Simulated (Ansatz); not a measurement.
# Ir: single-point calculation

- system: Ir (1 atom in the cell)
- method: DFT PBEsol, scalar-relativistic, plane waves, PAW, no spin polarisation (Ansatz 0.2.0)

The structure derives from an entry of the Crystallography Open Database. It belongs to a series of runs on one base structure; here: volume × 1.02, shape and atoms relaxed. Figures and captions count atoms from 1; the log counts them from 0 in places.

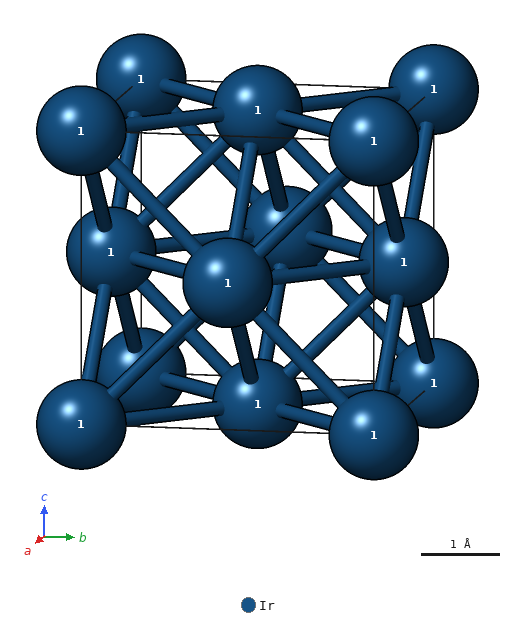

The structure (ball-and-stick view of the cell 4 times as large as that of the calculation, set on its symmetry axes, seen slightly off an axis; atoms are numbered from 1 in the order of the input). Near neighbours in the crystal (not all of them lie inside the picture): Ir has 12 Ir at 2.73 Å.

Summary:

| quantity | value |
| --- | --- |
| outcome | converged |
| space group (tolerance 0.01 Å) | Fm-3m (225) |
| electrons treated | 17 |
| free energy | −11799.0626 eV |
| Fermi energy | 25.158 eV |
| gap on the k-point mesh | none (metallic) |
| pressure | −7.22 GPa |
| largest force (length of the vector) | under 0.001 eV/Å |
| hardware | 1 thread of Intel Xeon (Granite Rapids), 32 GiB of memory available, shared host |
| wall time | 1.4 s |
| peak memory | 0.35 GiB |

Results for this metal are sensitive to the k-point mesh. Spin–orbit coupling is left out, which matters for Ir. The cell is under a tension of 7.2 GPa at this level, so it is not at its equilibrium volume.

Input file:
```yaml
crystal:
  lattice:
    - [0.0, 1.9288221311, 1.9288221311]
    - [1.9288221311, 0.0, 1.9288221311]
    - [1.9288221311, 1.9288221311, 0.0]
  atoms:
    - { symbol: Ir, position: [0.0, 0.0, 0.0] }
basis:
  ecutwfc: 420
kpoints:
  mp_grid: { grid: [20, 20, 20] }
hamiltonian:
  xc: pbesol
scf:
  occupations: { method: fermi_dirac, width: 0.15 }
output:
  forces: true
  stress: true
  eigenvalues: true
```

Run as:
```bash
ansatz run input.yaml --threads 1 --pin off --max-ram 3072MiB --backend cpu --events-out ev --progress --plain --runs-dir out
```

What the program printed:
```
Engine: ansatz 0.2.0, x86_64-unknown-linux-gnu
Pseudopotentials: kind: paw
Pseudopotential: Ir, paw, valence charge 17, recommended cutoff 420 eV (normal), Ir.paw.azcp
Functional definition: PBEsol
  exchange = pbesol_x
  correlation = pbesol_c
Crystal: 1 atoms, lattice volume = 14.352 Å³
Basis set: ecut = 420 eV, 283 PW (Γ), exchange–correlation on 40×40×40 points (8 copies of the dense FFT grid, shifted against one another)
Bands: 13, of which v1, the nominal top of the filled ones, is band 9 counted from 1 (8 counted from 0)
Symmetry: 48 space group operations
Space group: Fm-3m (ITA 225), of the structure as read, at distance tolerance 2.4e-5 Å
k-points: 256 of 8000
Non-local potential: Ir, projectors of the file, l = 0: 3, l = 1: 2, l = 2: 2, l = 3: 1
PAW form: soft (Blöchl's): semilocal exchange-correlation on the pseudo side does not see the compensation charge
PAW frozen core: Ir, regenerated for the run's functional, and the local potential with it (the file was generated under x = pbe(κ = 0.804, μ = 0.2195149727645171), c = pbe(β = 0.06672455060314922))
PAW one-centre angular grid: Ir, 590 points (default); XC on 64 Gauss nodes
Initial density: superposition of atomic densities (neutral atoms: chi_scale 0, normalization atom), corrected by the library's trained network
Initial wavefunctions: pseudopotential atomic-orbital guess
Functional: x = pbesol(κ = 0.804, μ = 0.12345679012345678), c = pbesol(β = 0.046)
SCF iter   1: F=—  HF=-11799.062753 eV  |F-HF|=—  |Δ(HF+E_count)|=         —  Δρ=5.71e-3  dr2=2.08e-3  ethr=1.77e-3  ⟨swp⟩=5.0  Hψ=16092  notcnv=0
preconditioner: auto → none  [metal: Δε(μ)=0.007 eV  Ē_g=14.044 eV  σ=0.150 eV  W_gap=0.01  n_scr=0 (ndim 8)  ℏωp=29.4 eV  f_vac=0.000  D(μ)=0.90/eV (n_scr^D=14)]
SCF iter   2: F=—  HF=-11799.062407 eV  |F-HF|=—  |Δ(HF+E_count)|=   3.46e-4  Δρ=2.37e-3  dr2=1.26e-4  ethr=1.22e-5  ⟨swp⟩=2.4  Hψ=6767  notcnv=0
SCF iter   3: F=—  HF=-11799.062527 eV  |F-HF|=—  |Δ(HF+E_count)|=   1.19e-4  Δρ=1.09e-3  dr2=2.56e-5  ethr=7.42e-7  ⟨swp⟩=1.2  Hψ=3594  notcnv=0
SCF iter   4: F=—  HF=-11799.062561 eV  |F-HF|=—  |Δ(HF+E_count)|=   3.40e-5  Δρ=4.78e-5  dr2=1.20e-7  ethr=1.50e-7  ⟨swp⟩=2.1  Hψ=4530  notcnv=0
iter 5 did not close the SCF: its close was put off for the readings that it lacked (scf_convergence_deferred on its scf_iter line)
SCF iter   5: F=-11799.062561 eV  HF=-11799.062561 eV  |F-HF|=6.55e-9  |Δ(HF+E_count)|=   2.41e-8  Δρ=8.92e-6  dr2=9.27e-9  ethr=7.05e-10  ⟨swp⟩=2.3  Hψ=4872  notcnv=0
SCF iter   6: F=-11799.062561 eV  HF=-11799.062561 eV  |F-HF|=1.95e-10  |Δ(HF+E_count)|=   3.17e-9  Δρ=1.52e-6  dr2=2.74e-10  ethr=5.45e-11  ⟨swp⟩=1.8  Hψ=10092  notcnv=0
SCF 1 converged in 6 iterations: F = -11799.062561 eV  dr2 = 2.74e-10
  greatest PAW one-centre occupation: 1.000 electrons in one spin orbital (limit 2), on the Ir atom at site 0 (counted from 0), in its partial waves of l = 0
SCF converged after 6 iterations
Free energy (F): -11799.062561 eV
Harris-Foulkes:  -11799.062561 eV  (|F-HF|=1.95e-10)
Internal energy: -11798.993003 eV  (E = F + TS)
E sigma→0 (E₀):  -11799.027782 eV
Entropy (-TS):   -0.069558 eV (-69.558 meV/atom)
Fermi energy:    25.158226 eV
--- Per-component energies (eV) ---
  E_band       = -92.172060
  E_kinetic    = 622.526729
  E_local      = -1082.595705  (includes V_loc(G=0)·N_el)
  E_nonlocal   = 75.759180
  E_hartree    = 412.970669
  E_xc         = -266.284528
  E_vxc        = -299.411623  (∫ρ·V_xc dr)
  E_paw        = -9088.636791  (= ΣΔE_a)
  E_vpaw       = -234.392634  (= ΣTr[D̂ρ^β])
  E_aug_tail   = 0.000051  (compensation charges beyond the density's cutoff)
  E_ewald      = -2472.997892
  E_core_change = 0.265285  (= ΣΔE_core)
  E_smearing   = -0.069558  (= −TS)
  E_closure    = 0.000000  (closes the sum)
  Σ components = -11799.062561   (vs F -11799.062561, Δ=0.00e0)
--- Forces (eV/Å), atoms counted from 1 ---
  atom   1  Ir    -0.00000000     0.00000000    -0.00000000
  max |Σ_I F_I| component: 5.55e-32 eV/Å
--- Stress (GPa, compression-positive) ---
       -7.215403      -0.000000       0.000000
        0.000000      -7.215403      -0.000000
        0.000000      -0.000000      -7.215403
  P = ⅓ Tr σ = -7.2154 GPa (-72.154 kbar)
--- Band table (eV; the first three rows and the last of 256) ---
  k-point 0: bands = ["-67.6613", "-24.1238", "-24.1238", "-24.1238", "14.1619", "21.3736", "21.3736", "21.3736", "24.0294", "24.0294", "38.8021", "44.2204", "44.2204"]
  k-point 1: bands = ["-67.6598", "-24.1430", "-24.1265", "-24.1265", "14.2725", "21.3137", "21.4215", "21.4215", "23.9975", "23.9975", "38.9938", "43.6820", "44.4037"]
  k-point 2: bands = ["-67.6554", "-24.1983", "-24.1341", "-24.1341", "14.5955", "21.1552", "21.5508", "21.5508", "23.9226", "23.9226", "39.5309", "42.5280", "44.9415"]
  k-point 255: bands = ["-67.5793", "-24.6216", "-24.6216", "-24.4106", "19.0381", "20.3916", "20.3916", "23.4188", "26.6533", "33.1631", "34.0890", "34.0890", "38.3110"]
```
